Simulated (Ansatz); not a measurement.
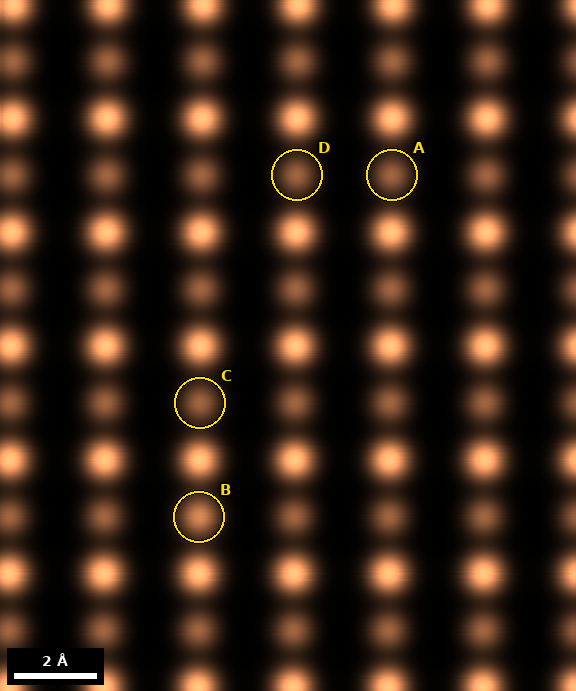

Z-contrast image of Ag (P6/mmm, No. 191) along [210]. Simulated incoherent Z contrast: every atom adds Z^1.7 spread by a probe of 0.77 Å full width; channelling and multiple scattering are left out. The probe carries 25 % of its weight in a tail 2.5 times as wide. A slight drift was added.

The sample is 4 repeats (32.0 Å) thick. One point defect was put into the perfect crystal, without relaxing the atoms around it. Brightness is counted from the darkest point of the image. Host structure: the end point of a relaxation with DFT, PBEsol, plane waves (420 eV) with PAW, scalar-relativistic (Ansatz); the starting structure was generated, so it need not be a known form of this composition.

### Which ringed column holds the defect, and does it scatter more or less than its equals?

B; it scatters more. The column holds 4 atoms (Ag) through the sample, and one Ag atom is replaced by Au, so its peak rises to about 135 % of that of its equals.
